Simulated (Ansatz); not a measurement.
Input file:

```
crystal:
  lattice:
    - [-0.049274, 2.664973, 2.679846]
    - [2.598391, -0.003679, 2.634251]
    - [2.659001, 2.679988, -0.064289]
  atoms:
    - { symbol: K, position: [0.0, 0.0, 0.0], spin: 0.5, spin_axis: [0.5, 0.0, 0.0] }
    - { symbol: F, position: [0.5, 0.5, 0.5] }
hamiltonian:
  xc: rpbe
  pseudopotentials: { kind: nc, accuracy: standard }
  dispersion: d4
magnetization:
  noncollinear: true
  spin_orbit: false
kpoints:
  mp_grid: { grid: [7, 7, 7] }
scf:
  occupations: { method: fixed }
output:
  forces: true
  stress: true
  eigenvalues: true
  write_density: true
  write_potential: true
  elf: true
  volumetric_format: npy
```

Command:

```sh
ansatz run input.yaml --threads 1 --pin off --max-ram 2560MiB --backend cpu --events-out ev --progress --plain --runs-dir out
```

Below, planes, directions and counts refer to the conventional cell (a = 3.70 Å, b = 3.76 Å, c = 3.78 Å, α = 90.44°, β = 118.80°, γ = 119.12°).

Space group P-1; changed on purpose from its base cell (cell strained at random at fixed volume); computed pressure about 3 GPa in this cell; the program warned that a starting moment wasn't kept.

The calculation used Kohn-Sham DFT of a periodic cell, RPBE with D4, PseudoDojo standard (Ansatz 0.2.0).

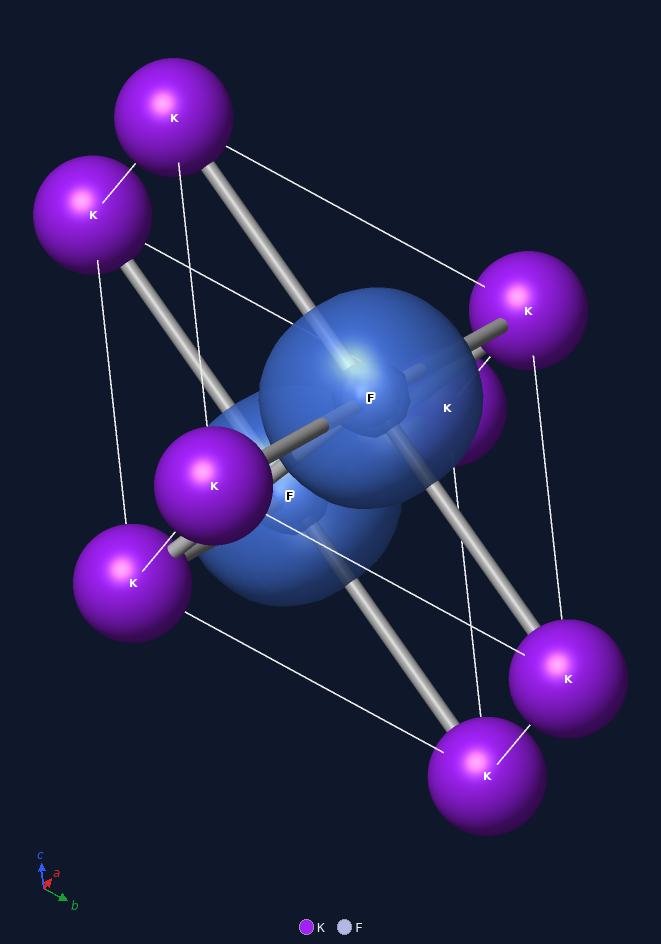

KF. Isosurface of the electron localisation function at 0.7 (blue), seen at an oblique angle. Core shells and regions of very low density are left out. Sticks mark near contacts.

Question: Identify the bonds, lone pairs and shells in this picture.

Answer: The surface consists of one region wrapped around F (its valence shell), counted in one cell of 2 atoms. Regions shared between cells count once.

Values along the shortest contacts:
K–F (2.65 Å): the ELF is about 0.05 at the midpoint (an ionic contact with no shared pair).

Question: Does the calculation give a band gap?

Answer: It is gapped, with a Kohn–Sham gap of 6.5 eV on the k-point mesh, an upper bound to the gap of this method.
